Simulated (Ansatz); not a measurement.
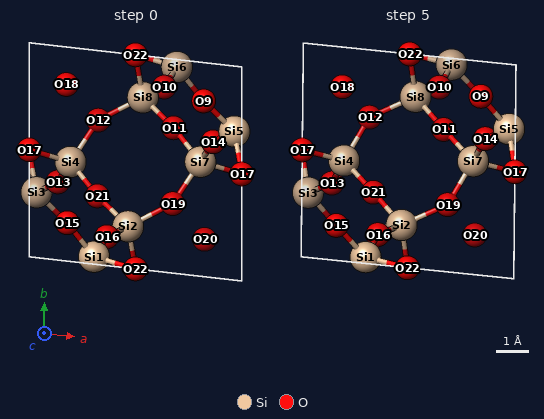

The structure of solid SiO$_{2}$ (set up in Cmce) before (left) and after (right) a relaxation, at one scale.

The picture is a ball-and-stick view of the cell of the calculation, seen along the c axis.

Case: volume × 0.97, shape and atoms relaxed.

These are results of DFT r2SCAN, scalar-relativistic, plane waves, PAW in Ansatz 0.2.0, not measurements.

Input file:
```yaml
crystal:
  lattice:
    - [4.4876210273, -5.0268572761, 0.0]
    - [4.4876210273, 5.0268572761, 0.0]
    - [0.0, 0.0, 8.8665571404]
  atoms:
    - { symbol: Si, position: [0.3052533338, 0.0348816137, 0.9079587736] }
    - { symbol: Si, position: [0.4651183863, 0.1947466662, 0.5920412264] }
    - { symbol: Si, position: [0.0348816137, 0.3052533338, 0.0920412264] }
    - { symbol: Si, position: [0.1947466662, 0.4651183863, 0.4079587736] }
    - { symbol: Si, position: [0.9651183863, 0.6947466662, 0.9079587736] }
    - { symbol: Si, position: [0.6947466662, 0.9651183863, 0.0920412264] }
    - { symbol: Si, position: [0.8052533338, 0.5348816137, 0.5920412264] }
    - { symbol: Si, position: [0.5348816137, 0.8052533338, 0.4079587736] }
    - { symbol: O, position: [0.8206918439, 0.8206918439, 0.0] }
    - { symbol: O, position: [0.6350346497, 0.8649653503, 0.25] }
    - { symbol: O, position: [0.6793081561, 0.6793081561, 0.5] }
    - { symbol: O, position: [0.324918719, 0.675081281, 0.3805931656] }
    - { symbol: O, position: [0.1350346497, 0.3649653503, 0.25] }
    - { symbol: O, position: [0.8649653503, 0.6350346497, 0.75] }
    - { symbol: O, position: [0.1793081561, 0.1793081561, 0.0] }
    - { symbol: O, position: [0.3649653503, 0.1350346497, 0.75] }
    - { symbol: O, position: [0.0, 0.5, 0.0] }
    - { symbol: O, position: [0.175081281, 0.824918719, 0.8805931656] }
    - { symbol: O, position: [0.675081281, 0.324918719, 0.6194068344] }
    - { symbol: O, position: [0.824918719, 0.175081281, 0.1194068344] }
    - { symbol: O, position: [0.3206918439, 0.3206918439, 0.5] }
    - { symbol: O, position: [0.5, 0.0, 0.0] }
    - { symbol: O, position: [0.0, 0.5, 0.5] }
    - { symbol: O, position: [0.5, 0.0, 0.5] }
basis:
  ecutwfc: 500
kpoints:
  mp_grid: { grid: [4, 4, 4] }
hamiltonian:
  xc: r2scan
scf:
  occupations: { method: gaussian, width: 0.02 }
output:
  forces: true
  stress: true
  eigenvalues: true
relax:
  adjacent_minimum: "off"
  f_tol: 0.01
  max_steps: 30
  cell: { stress_tol: 0.1, fix: [volume] }
```

Run as
```bash
ansatz run input.yaml --threads 4 --pin off --max-ram 10240MiB --backend cpu --events-out ev --progress --plain --runs-dir out
```

Question: Describe what moved and what it gained.

Answer: The largest moves relative to the cell, 0.14 Å, are those of O9, O11, O15 and O21. O21 goes along [1 1 0]. By element the largest moves are O 0.14 Å, Si 0.04 Å. The drawn cell changes at constant volume: a = b 6.739 → 6.730 Å (−0.1 %), c 8.867 → 8.870 Å (0.0 %), γ 96.5° → 95.3°. Among the contacts that change: Si1–O18 1.597 → 1.613 Å, Si1–O15 1.587 → 1.597 Å. Bond angles that change, for instance: Si4–O12–Si8 145.9° → 138.5°, Si6–O10–Si8 165.3° → 160.3°, Si2–O21–Si4 174.0° → 178.2°. The space group stays Cmce (No. 64). The energy falls by 0.122 eV per cell of the calculation in 4 accepted moves (5 points after the start). Largest force component: 0.29 eV/Å at the start, 0.0019 eV/Å at the end. Pressure: 4.93 GPa at the start and 1.68 GPa at the end. At 1 point the geometry stayed and the basis and grid were re-selected for the new cell (energy shift of 0.1 meV per cell of the calculation at most each time).
